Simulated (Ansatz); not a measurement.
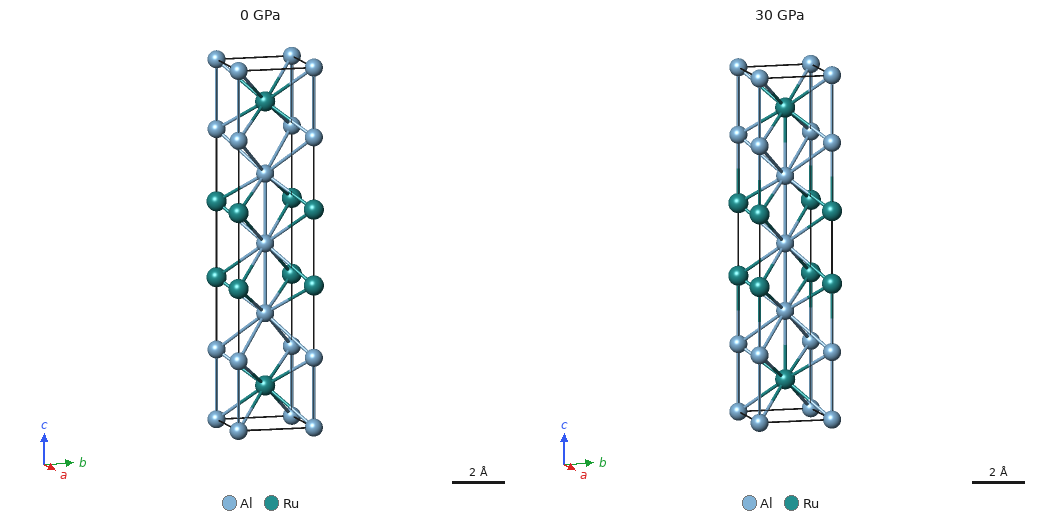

Al₃Ru₂, space group I4/mmm (No. 139), relaxed (cell and atoms) under a series of hydrostatic pressures; the conventional cell is drawn at the lowest and the highest, to one scale (sticks follow a distance rule). The start was a structure listed in the Materials Project. It needn't be the stable form of this composition.

Alike in all runs: Ansatz 0.2.0; functional PBEsol; potentials Ansatz PAW; cutoff 420 eV; k mesh 12 × 12 × 12 on the run's cell of 5 atoms; occupations fermi-dirac, width 0.05 eV; no spin polarisation; no spin-orbit coupling.

| pressure (GPa) | volume (Å³/atom) | a (Å) | c (Å) |
| --- | --- | --- | --- |
| 0.0 | 13.462 | 3.072 | 14.269 |
| 2.0 | 13.325 | 3.062 | 14.212 |
| 5.0 | ? | ? | ? |
| 10.0 | 12.839 | 3.027 | 14.015 |
| 20.0 | 12.343 | 2.989 | 13.816 |
| 30.0 | 11.930 | 2.956 | 13.649 |

> Fit a third-order Birch-Murnaghan equation to the rows given and use it to fill in the volume that is left out.

The fit gives V0 = 13.46 Å³/atom, B0 = 191 GPa and B0′ = 4.4, which puts the volume at 5.0 GPa at 13.13 Å³/atom. The run gave volume 13.133 Å³/atom; a 3.048 Å; c 14.133 Å.

> Which axis yields most up to 30 GPa?

The c axis: a −3.7 %, c −4.3 %, against −11.4 % in volume.

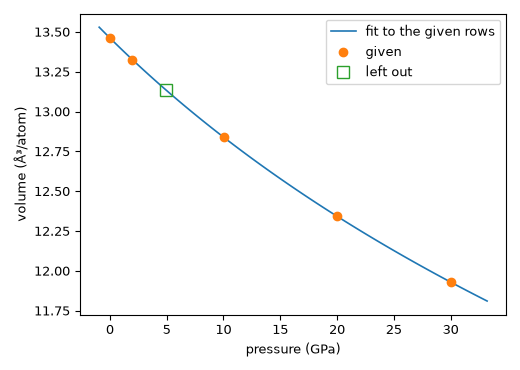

Volume against pressure, with the fit. The structure was kept in its own symmetry, so a change to another phase within this range wouldn't be seen.

Caveat: the plane-wave basis is chosen anew once the cell has moved, so the energies of steps on either side of that aren't comparable.
